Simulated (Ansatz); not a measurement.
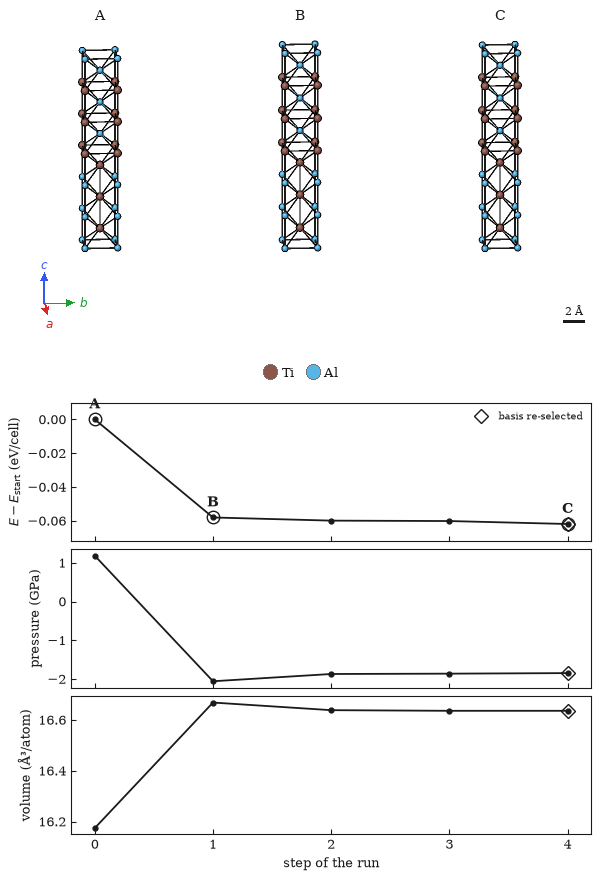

Frames of a relaxation of an interface cell of composition TiAl, marked on the history of the run. Style: ball-and-stick. Shown: the cell of the calculation, from a free direction.

Case: antiphase boundary on (0 0 1), species swapped.

Level of theory: DFT PBE, scalar-relativistic, plane waves, PAW in Ansatz 0.2.0.

The input:
```yaml
crystal:
  lattice:
    - [3.1863036828, 0.0, 0.0]
    - [0.0, 3.1863036828, 0.0]
    - [0.0, 0.0, 19.1178220966]
  atoms:
    - { symbol: Ti, position: [0.5, 0.5, 0.0833333333] }
    - { symbol: Al, position: [0.0, 0.0, 0.0] }
    - { symbol: Ti, position: [0.5, 0.5, 0.25] }
    - { symbol: Al, position: [0.0, 0.0, 0.1666666667] }
    - { symbol: Ti, position: [0.5, 0.5, 0.4166666667] }
    - { symbol: Al, position: [0.0, 0.0, 0.3333333333] }
    - { symbol: Al, position: [0.5, 0.5, 0.5833333333] }
    - { symbol: Ti, position: [0.0, 0.0, 0.5] }
    - { symbol: Al, position: [0.5, 0.5, 0.75] }
    - { symbol: Ti, position: [0.0, 0.0, 0.6666666667] }
    - { symbol: Al, position: [0.5, 0.5, 0.9166666667] }
    - { symbol: Ti, position: [0.0, 0.0, 0.8333333333] }
basis:
  ecutwfc: 420
kpoints:
  mp_grid: { grid: [10, 10, 2] }
hamiltonian:
  xc: pbe
scf:
  occupations: { method: gaussian, width: 0.1 }
output:
  forces: true
  stress: true
  eigenvalues: true
  populations: true
  write_density: true
  write_potential: true
  elf: true
  volumetric_format: npy
relax:
  adjacent_minimum: "off"
  f_tol: 0.02
  max_steps: 45
  cell: { fix: [a, b, alpha, beta, gamma], stress_tol: 0.1 }
```

Launched with:
```bash
ansatz run input.yaml --threads 2 --pin off --max-ram 5120MiB --backend cpu --events-out ev --progress --plain --runs-dir out
```

**Describe the path.**

Over 3 accepted moves (4 points after the start) the energy falls by 61.9 meV per cell of the calculation. The largest force component goes from 0.1 to 0.002 eV/Å. Pressure: 1.18 GPa at the start and −1.85 GPa at the end. At 1 point the geometry stayed and the basis and grid were re-selected for the new cell (energy shift of 1.7 meV per cell of the calculation at most each time). The largest moves relative to the cell, 0.042 Å, are those of Al6 and Al7. Al6 goes along +c. By element the largest moves are Al 0.042 Å, Ti 0.032 Å. Cell: a = b unchanged at 3.186 Å, c 19.118 → 19.663 Å (+2.9 %). Volume +2.9 %. Among the contacts that change: Ti10–Ti12 3.186 → 3.324 Å, Ti3–Ti5 3.186 → 3.268 Å, Al9–Ti12 2.759 → 2.811 Å, Al7–Ti10 2.759 → 2.791 Å. The run took 29 s on 2 threads of AMD EPYC 9R45 96-Core Processor (Zen 5) (shared host), peak memory 0.79 GiB. From step 0 to 1: Al atoms move most (0.05 Å), volume +3.1 %, energy −58.0 meV per cell of the calculation. From step 1 to 4: Ti atoms move most (0.02 Å), volume −0.2 %, energy −3.9 meV per cell of the calculation.

```csv
step,"E − E(0), meV/atom","largest force component, eV/Å","pressure, GPa","volume, Å³/atom",note
0,0.00,0.1047,1.18,16.175,
1,-4.83,0.0855,-2.06,16.668,
2,-4.99,0.0423,-1.87,16.638,
3,-5.01,0.0022,-1.86,16.636,
4,-5.16,0.0020,-1.85,16.636,"same geometry, new basis"
```
